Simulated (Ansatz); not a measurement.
System: PbS, space group Imm2 (No. 44), 2 atoms in the cell, zincblende type, shear (xy) strain −3.4%.

```cif
data_structure
_symmetry_space_group_name_H-M 'P 1'
_symmetry_Int_Tables_number 1
_cell_length_a 4.6686
_cell_length_b 4.6686
_cell_length_c 4.5892
_cell_angle_alpha 60.561
_cell_angle_beta 60.561
_cell_angle_gamma 61.120
_cell_volume 71.92
loop_
_atom_site_label
_atom_site_type_symbol
_atom_site_fract_x
_atom_site_fract_y
_atom_site_fract_z
_atom_site_occupancy
Pb1 Pb 0.99708 0.99708 0.00292 1
S1 S 0.25292 0.25292 0.24708 1
```

Computed with Ansatz 0.2.0: DFT, PBE, plane waves, PAW, no spin polarisation, 6×6×6 k mesh, 420 eV cutoff, Fermi-Dirac smearing of 0.02 eV.

Predict the main features of the density of states.

There is a gap; over the k points computed it is 0.91 eV (indirect; the smallest direct gap is 1.26 eV). The upper group of valence states starts about 3.3 eV under the valence-band top, with a gap beneath it; it holds about 6 electrons a cell.

Spin-orbit coupling is left out, which matters for Pb.

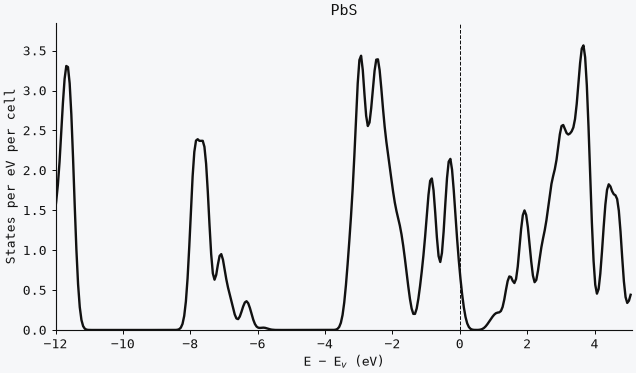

Density of states. Energies are counted from the top of the valence band. The curve is built from the levels of the k mesh with Gaussians 0.3 eV wide, which also blur the band edges.
